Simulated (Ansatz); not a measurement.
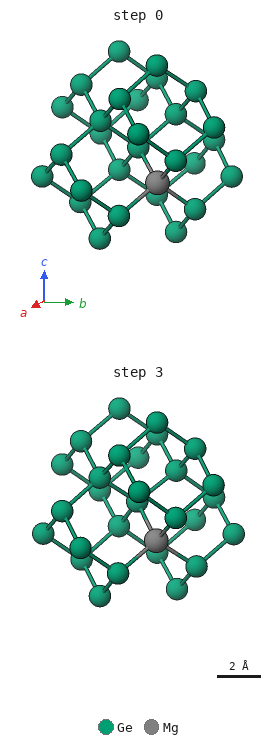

The structure of a defect cell of composition Ge₆₃Mg (cell charge −1) before (top) and after (bottom) a relaxation, at one scale.

The picture is a ball-and-stick view of the atoms within 5.0 Å of the atom that moves most (axes of the cell of the calculation (origin shifted)), seen slightly off an axis.

The atoms of the start lie slightly off their symmetric places, so part of the fall in energy undoes that.

All numbers below come from DFT, PBEsol, PAW, plane waves (Ansatz). (plane-wave cutoff 420 eV; k-point mesh 1 × 1 × 1; mesh shifted by (0.25, 0.25, 0.25); collinear spin; atoms relaxed in a fixed cell; force threshold 0.03 eV/Å; at most 80 steps)

### What changed between the two?

The atom that moves furthest is a Ge atom (0.15 Å roughly along [−1 −1 2]). By element the largest moves are Ge 0.15 Å, Mg 0.13 Å. The cell doesn't change. Among the contacts that change: Ge–Mg 2.404 → 2.516 Å, Ge–Mg 2.467 → 2.552 Å, Ge–Ge 2.541 → 2.466 Å, Ge–Ge 2.508 → 2.435 Å. Among the angles between lasting bonds that change: Ge–Ge–Mg 110.9° → 104.4°, Ge–Ge–Ge 108.4° → 113.1°, Ge–Mg–Ge 108.2° → 111.9°. After 3 geometry steps the energy has fallen by 0.616 eV per cell of the calculation. Largest force component: 0.79 eV/Å at the start, 0.024 eV/Å at the end. The run took 14 s on 1 × NVIDIA GB300 Max-Q with 8 threads of Arm Neoverse-V2, peak memory 2.4 GiB.

Limits of the set-up: the cell is charged, on a uniform background, and energies carry no finite-size correction.
